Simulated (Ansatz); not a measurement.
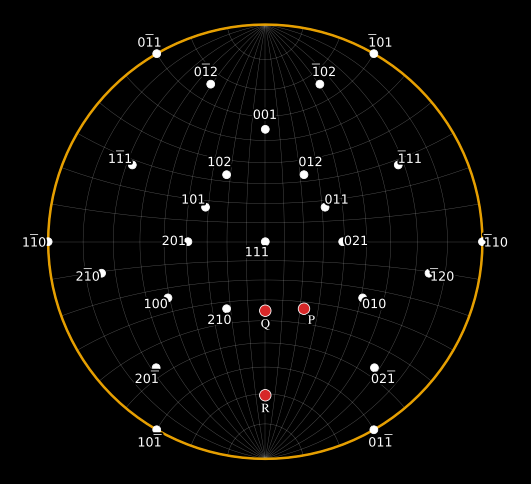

Stereographic projection of plane normals (upper hemisphere) centred on (1 1 1). Crystal: SiC, the input geometry of an electronic-structure calculation (not necessarily at equilibrium); the starting structure was generated, so it need not be a known form of this composition. Geometry calculated from the standardised cell; symmetry tolerance 0.002 Å.

a = 2.620 Å, b = 2.620 Å, c = 2.620 Å, α = 90.00°, β = 90.00°, γ = 90.00°.

Question: Index the poles marked P, Q, R.

Answer: P is (1 2 0), 39.2° from the centre; Q is (1 1 0), 35.3° from the centre; R is (1 1 −1), 70.5° from the centre.

Question: Which zone does the coloured great circle trace?

Answer: The zone [1 1 1]: its poles satisfy h + k + l = 0.

Question: What is the angle between the normals of (1 −1 0) and (0 1 1), and what are their d_hkl = 1/|g|?

Answer: 120.0°; d = 1.853 Å and 1.853 Å.
